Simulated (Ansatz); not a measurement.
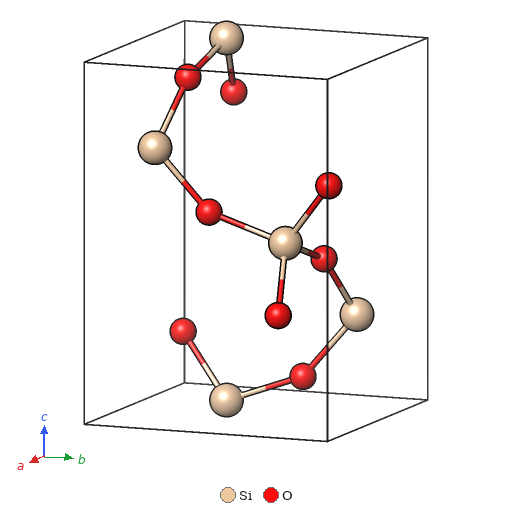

System: substitution (removed Si, added Hf) in SiO₂. The picture shows the cell.

Starting cell:
```
CELL_PARAMETERS angstrom
5.08330 0.00000 0.00000
0.00000 5.08330 0.00000
0.00000 0.00000 7.09890
ATOMIC_POSITIONS crystal
Si 0.70610 0.70610 0.50000
Si 0.79390 0.20610 0.75000
Si 0.20610 0.79390 0.25000
Si 0.29390 0.29390 0.00000
O 0.90640 0.75890 0.32570
O 0.09360 0.24110 0.82570
O 0.75890 0.90640 0.67430
O 0.25890 0.59360 0.07570
O 0.24110 0.09360 0.17430
O 0.40640 0.74110 0.42430
O 0.59360 0.25890 0.92430
O 0.74110 0.40640 0.57570
```

Method: charge states of a point defect in a periodic supercell, each relaxed, energies over the elements' standard states with the Fermi level at the host's valence band top, point-charge and potential alignment terms added, no band filling term, levels over that top; plane waves with PAW datasets; energies extrapolated to zero smearing (Ansatz 0.2.0). Level: PBE, allowed.

host atoms in supercell 48; wave cutoff 420 eV; k mesh 2×2×2; occupations Gaussian; smearing width 0.01 eV; k shift (0.5, 0.5, 0.5) (mesh steps); start displacement 0 Å; defect kind substitution; removed element Si; added element Hf; defect place (0.7061, 0.7061, 0.5) (fraction of the host cell vector); host gap 5.512 eV; static dielectric xx yy zz (4.11, 4.11, 3.92).

Predict the formation energy of each charge state against the Fermi level.

Charge 0 is the lowest at every Fermi level in the gap, so no transition level lies inside it. The lowest state is 0 at the valence band top, 0 at mid-gap and 0 at the conduction band bottom, 5.51 eV higher. With the Fermi level at mid-gap the formation energy is −0.8 eV against the elements' standard states.

```tsv
charge	formation energy with the Fermi level at the valence band top (eV)
+1	-0.46
0	-0.84
-1	5.40
```

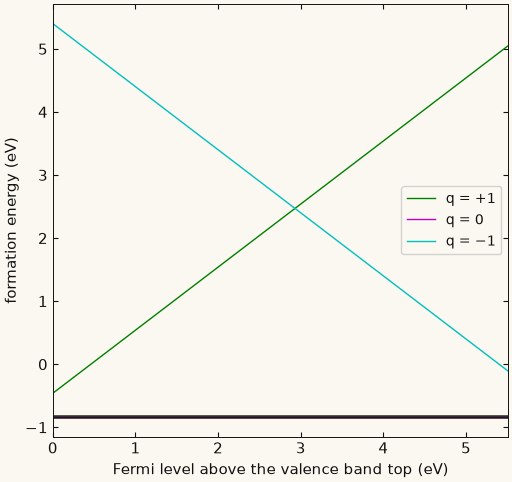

The thick line follows the lowest charge state; the axis spans the host's computed gap.

Limits of the calculation: a crossing between the sampled k points may be missed; atoms far too close; bands touch, and spin-orbit coupling could open a gap; charged cell in a neutralising background; coarse k mesh; narrow smearing for a metal; potential alignment in doubt; small supercell; starting moments lost; symmetry that the supercell leaves at the site kept.
